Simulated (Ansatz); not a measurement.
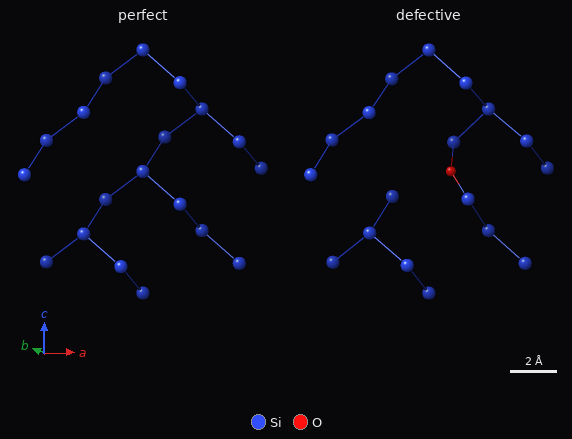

Left: perfect Si. Right: the same region with one point defect, after relaxing the atoms in a supercell of 64 sites. The picture is a ball-and-stick view of the atoms within 6.0 Å of one point, in a slice 3.4 Å thick across the line of sight, seen slightly off an axis.

Level of theory: DFT, PBEsol, PAW, plane waves (Ansatz). Set-up: plane-wave cutoff 420 eV; k-point mesh 1 × 1 × 1; mesh shifted by (0.25, 0.25, 0.25); collinear spin. Fermi-Dirac smearing of 0.01 eV. A uniform background neutralises the charged cell. The axes drawn are those of the host's conventional cell.

### What kind of defect was made?

A silicon atom is replaced by oxygen.

The charge state of the cell is −1.

### What does the relaxation do around it?

In the host the Si atom has 4 Si at 2.35 Å; the O atom ends with 2 Si at 1.69 to 1.70 Å. Of the host's atoms, a silicon atom moves furthest from its site, by 0.32 Å. The O atom itself moves 1.01 Å from where it was put. The cell's net moment is 1.00 μB.

Limits of the set-up: the cell is charged, on a uniform background, and energies carry no finite-size correction.
